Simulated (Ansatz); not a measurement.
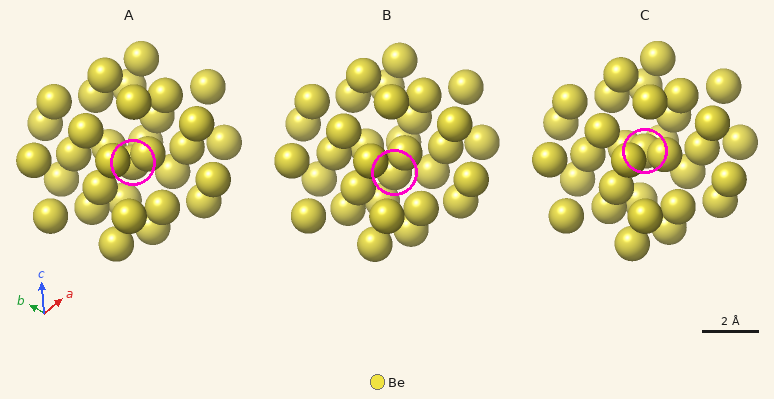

3 geometries from a converged minimum-energy path of a defect cell of composition Be with a Be vacancy (23 atoms in the cell), shuffled. A spheres-only model of the atoms within 3.9 Å of the middle of the path, seen slightly off an axis. The moving atom is ringed, with any periodic copies.

All numbers below come from DFT PBEsol, scalar-relativistic, plane waves, PAW in Ansatz 0.2.0. Settings: plane-wave cutoff 420 eV; k-point mesh 6 × 6 × 4; Gaussian smearing 0.1 eV; 3 movable images; climbing image from the first iteration; force threshold 0.05 eV/Å; iteration limit 60.

> Which frame is the top of the path?

C. In order along the path, whose images run from 0 to 4: B (image 0, 0.00 eV), A (image 1, +0.22 eV), C (image 2, +0.43 eV). It is a vacancy jump: a nearby atom moves into the empty site and leaves its own site empty. A Be atom travels furthest, 1.77 Å from end to end, along [−1 0 3], on a straight line. At the highest image its nearest neighbour (Be) is 2.07 Å away, against 2.16 Å at the start, and the surrounding atoms stand up to 0.08 Å off the mean of their end positions.

Limits of the set-up: the periodic images lie only 6.1 Å apart, so the values are limited by the cell's size.
